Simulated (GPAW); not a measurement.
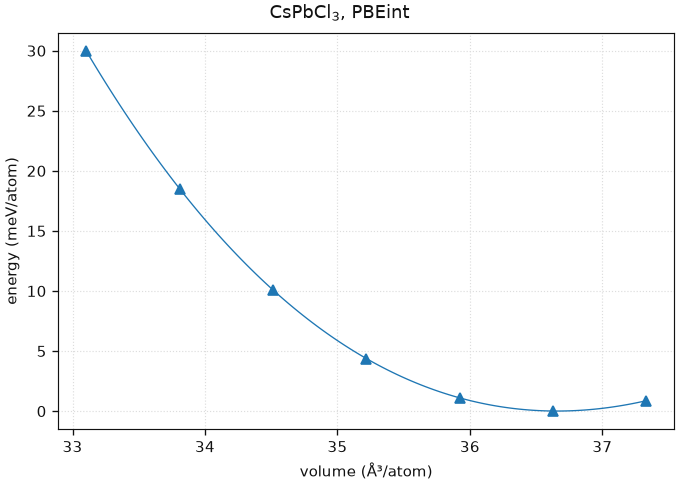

The picture above shows the energy against volume for CsPbCl₃, space group Pm-3m (No. 221).

The given structure:
```cif
data_structure
_symmetry_space_group_name_H-M 'P 1'
_symmetry_Int_Tables_number 1
_cell_length_a 5.6050
_cell_length_b 5.6050
_cell_length_c 5.6050
_cell_angle_alpha 90.000
_cell_angle_beta 90.000
_cell_angle_gamma 90.000
_cell_volume 176.09
loop_
_atom_site_label
_atom_site_type_symbol
_atom_site_fract_x
_atom_site_fract_y
_atom_site_fract_z
_atom_site_occupancy
Pb1 Pb 0.50000 0.50000 0.50000 1
Cs1 Cs 0.00000 0.00000 0.00000 1
Cl1 Cl 0.50000 0.00000 0.50000 1
Cl2 Cl 0.00000 0.50000 0.50000 1
Cl3 Cl 0.50000 0.50000 0.00000 1
```

Calculation (GPAW 26.7.0): PAW DFT in plane waves, on a grid or in atomic orbitals, no spin polarisation; energies at scaled volumes of the given cell, shape and fractions fixed, counted from the fit's minimum, third-order Birch-Murnaghan fit. Level: PBEint.

```csv
setting,value
k mesh,4×4×4
occupations,Fermi–Dirac
smearing width,0.05 eV
potentials,PAW data sets made by gpaw setup for the functional
wave cutoff,600 eV
program settings,basis pw
```

This calculation gives: equilibrium volume 36.66 Å³/atom and bulk modulus 23.0 GPa.

Now the level changes from PBEint to PBEsol. The second calculation uses k mesh 5×5×5. Predict the effect.

The equilibrium volume falls from 36.66 to 35.33 Å³/atom (−3.6 %) and the bulk modulus rises from 23.0 to 25.1 GPa (+9.1 %).

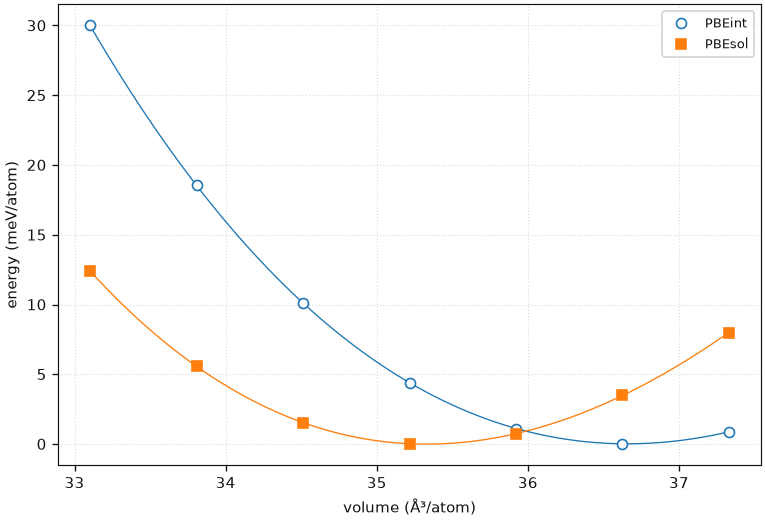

The two results together.

For both, limits of the calculation: spin-orbit coupling left out, heavy elements.

V0 and the bulk modulus come from third-order Birch–Murnaghan fits.
